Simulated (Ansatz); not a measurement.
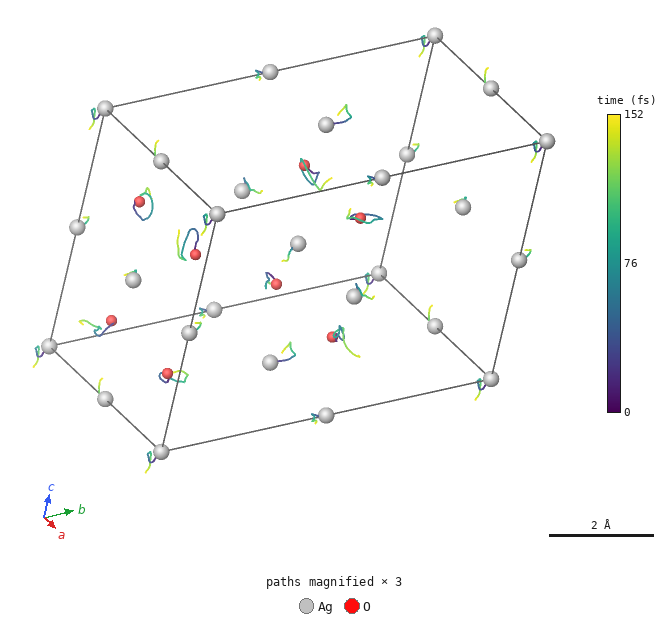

A Born-Oppenheimer molecular dynamics run of a 16-atom cell of AgO (set up in F-43m), 152 fs long. Lines trace each atom's path, coloured by time; spheres stand at the starting positions. The excursions are magnified 3 times. Seen slightly off an axis in the reduced simulation cell.

Level of theory: DFT PBEsol, scalar-relativistic, plane waves, PAW (Ansatz 0.2.0). Settings: plane-wave cutoff 420 eV; k-point mesh 2 × 2 × 2; Fermi-Dirac smearing 0.05 eV; Langevin thermostat (NVT); set temperature 200 K; time step 4 fs; friction 0.05 per fs.

What do the traces tell about the motion?

Root-mean-square distances from the starting positions over the second half, with the common drift of all atoms taken out: O 0.14 Å, Ag 0.13 Å. The run lasts only 152 fs, too short to tell vibration from diffusion. Over the second half the temperature averages 236 K (spread ±29 K). The potential energy is still drifting at the end, so the run hasn't reached equilibrium. The potential energy in the second half lies on average 10.5 meV per atom above the first frame. The mean pressure there is 10.9 GPa. The time step of 4 fs is long for the fastest vibrations here (lightest element oxygen).

Limits of the set-up: the k-point mesh is coarse for a cell with partly filled bands.

Cost: 4 min on 4 threads of Arm Neoverse N1, on a shared host, peak memory 0.93 GiB.
